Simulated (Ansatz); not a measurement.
HfN: geometry relaxation

System: HfN (Fm-3m, 2 atoms in the cell).
Method: DFT, PBEsol, plane waves, PAW (Ansatz 0.2.0).

The structure derives from an entry of the Crystallography Open Database.

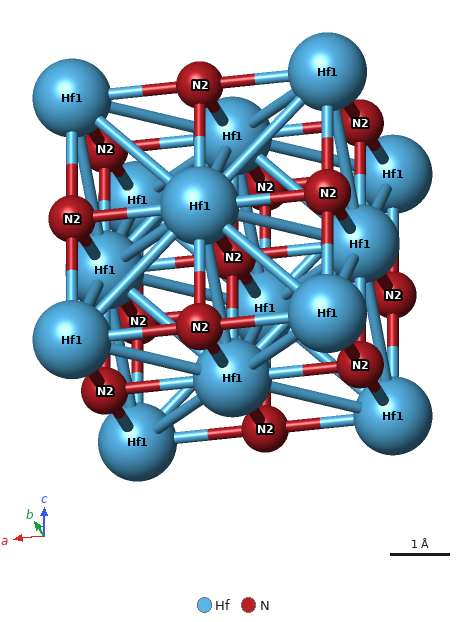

Fig. 1: The structure as given in the input (ball-and-stick view of the cell 4 times as large as that of the calculation, set on its symmetry axes, seen at an oblique angle; atoms are numbered from 1 in the order of the input).

Input:
```yaml
crystal:
  lattice:
    - [0.0, 2.2511619669, 2.2511619669]
    - [2.2511619669, 0.0, 2.2511619669]
    - [2.2511619669, 2.2511619669, 0.0]
  atoms:
    - { symbol: Hf, position: [0.0, 0.0, 0.0] }
    - { symbol: "N", position: [0.5, 0.5, 0.5] }
basis:
  ecutwfc: 420
kpoints:
  mp_grids: { grid: [16, 16, 16] }
hamiltonian:
  xc: pbesol
scf:
  occupations: { method: fermi_dirac, width: 0.15 }
  max_iter: 50
output:
  forces: true
  eigenvalues: true
  stress: true
relax:
  adjacent_minimum: "off"
  f_tol: 0.001
  max_steps: 60
  cell: { stress_tol: 0.02, p_target: 7.0 }
```

Run as:
```bash
ansatz run input.yaml --threads 1 --pin off --max-ram 3072MiB --backend cpu --events-out ev --progress --plain --runs-dir out
```

Log:
```
Error: YAML parse error: error: line 12 column 3: unknown field `mp_grids`, expected one of mp_grid, list, band_path, initial_grid, further_shifts
  --> <input>:12:3
   |
10 |   ecutwfc: 420
11 | kpoints:
12 |   mp_grids: { grid: [16, 16, 16] }
   |   ^ unknown field `mp_grids`, expected one of mp_grid, list, band_path, initial_grid, further_shifts
13 | hamiltonian:
14 |   xc: pbesol
   |
```

What the run reported:

- outcome: refused by the program
- space group (tolerance 0.01 Å): Fm-3m (225)
- hardware: 1 thread of AMD EPYC (Zen 5), 64 GiB of memory available, shared host

What went wrong:

The input was spoiled on purpose: a misspelt key (`kpoints.mp_grid`). The program refused the input: “YAML parse error: error: line 12 column 3: unknown field `mp_grids`, expected one of mp_grid, list, band_path, initial_grid, further_shifts --> <input>:12:3 | 10 | ecutwfc: 420 11 | kpoints: 12 | mp_grids: { grid: [16, 16, 16] } | ^ unknown field `mp_grids`, expected one of mp_grid, list, band_path, initial_grid, …” Results for this metal are sensitive to the k-point mesh.
